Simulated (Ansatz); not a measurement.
A series of calculations on Si₆₃N

Part 1: Relaxation

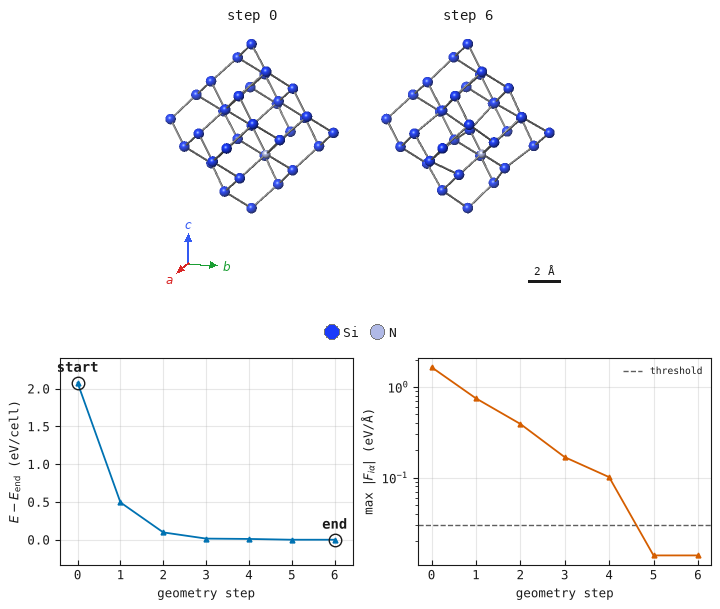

First and last geometry of a relaxation of a defect cell of composition Si$_{63}$N (cell charge +1), with the history of the run. Style: ball-and-stick. Shown: the atoms within 5.8 Å of the atom that moves most (axes of the cell of the calculation (origin shifted)), slightly off an axis.

The calculation used DFT, PBEsol, PAW, plane waves in Ansatz. (plane-wave cutoff 420 eV; k-point mesh 1 × 1 × 1; mesh shifted by (0.25, 0.25, 0.25); no spin polarisation; atoms relaxed in a fixed cell; force threshold 0.03 eV/Å; at most 80 steps)

Question: What do the curves and the structures tell?

Answer: It converged. The largest moves, 0.36 Å, are those of Si atoms. By element the largest moves are Si 0.36 Å, N 0.03 Å. The lattice vectors keep their values. Near-neighbour distances that change, for instance: N–Si 2.387 → 2.021 Å, N–Si 2.339 → 2.023 Å, Si–Si 2.312 → 2.408 Å, Si–Si 2.333 → 2.407 Å. Among the angles between lasting bonds that change: Si–Si–Si 110.6° → 103.2°, Si–Si–Si 108.4° → 115.4°, Si–Si–Si 109.5° → 103.2°. Over 6 geometry steps the energy falls by 2.077 eV per cell of the calculation. The largest force component goes from 1.6 to 0.014 eV/Å. Cost: 6.9 s on 1 × NVIDIA GB300 with 8 threads of Arm Neoverse-V2, peak memory 1.7 GiB.

```tsv
step	E − E(0), meV/atom	largest force component, eV/Å
0	0.00	1.6477
1	-24.74	0.7473
2	-30.95	0.3906
3	-32.23	0.1681
4	-32.30	0.1013
5	-32.46	0.0139
6	-32.46	0.0139
```

Limits of the set-up: the cell is charged, on a uniform background, and energies carry no finite-size correction.

Part 2: Relaxation

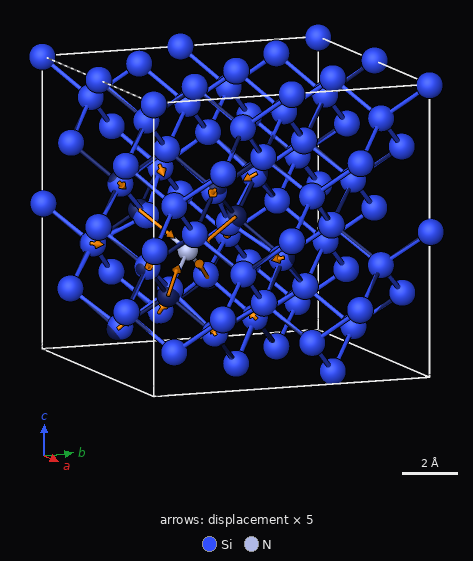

A relaxation of a defect cell of composition Si63N. The starting structure is drawn faded, the final one solid; orange arrows show the displacements, magnified 5 times.

Style: ball-and-stick. Shown: the cell of the calculation (origin shifted), slightly off an axis.

Theory: DFT, PBEsol, PAW, plane waves in Ansatz. Set-up: plane-wave cutoff 420 eV; k-point mesh 1 × 1 × 1; mesh shifted by (0.25, 0.25, 0.25); collinear spin; atoms relaxed in a fixed cell; force threshold 0.03 eV/Å; at most 80 steps.

Q: Which element moves most?

A: Silicon: up to 0.37 Å, against 0.03 Å for nitrogen.

Q: What happened in the run?

A: The largest move is that of a Si atom, 0.37 Å along [−1 −1 −1]. Largest moves by element: Si 0.37 Å, N 0.03 Å. The cell stays as it was. Near-neighbour distances that change, for instance: N–Si 2.390 → 1.996 Å, N–Si 2.387 → 2.030 Å, N–Si 2.339 → 2.032 Å, Si–Si 2.301 → 2.399 Å. Bond angles that change, for instance: Si–Si–Si 111.9° → 103.1°, Si–Si–Si 108.2° → 116.3°, Si–Si–Si 110.8° → 103.4°. Over 6 geometry steps the energy falls by 2.036 eV per cell of the calculation. Largest force component: 1.5 eV/Å at the start, 0.021 eV/Å at the end. The run took 110 s on 7 threads of Arm Neoverse-V2, peak memory 2.8 GiB.

Part 3: Defect

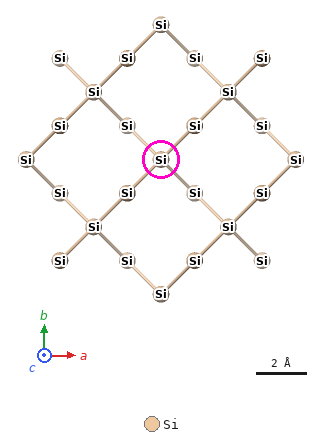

Perfect Si. A ball-and-stick model of the atoms within 6.0 Å of one point, in a slice 4.2 Å thick across the line of sight, seen along the c axis.

The calculation used DFT, PBEsol, PAW, plane waves (Ansatz). Settings: plane-wave cutoff 420 eV; k-point mesh 1 × 1 × 1; mesh shifted by (0.25, 0.25, 0.25); no spin polarisation. Fermi-Dirac smearing of 0.01 eV. A uniform background neutralises the charged cell. The axes drawn are those of the host's conventional cell.

A silicon atom is replaced by nitrogen at the ringed place, in charge state +1. The supercell has 64 sites, and the atoms are relaxed at the host's cell.

### Predict the relaxed surroundings of the defect.

In the host the Si atom has 4 Si at 2.35 Å; the N atom ends with 4 Si at 2.02 to 2.03 Å. Of the host's atoms, a silicon atom moves furthest from its site, by 0.33 Å.

The relaxed defect, seen from the same direction:

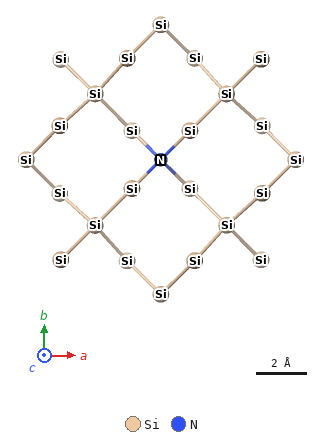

Limits of the set-up: the cell is charged, on a uniform background, and energies carry no finite-size correction.
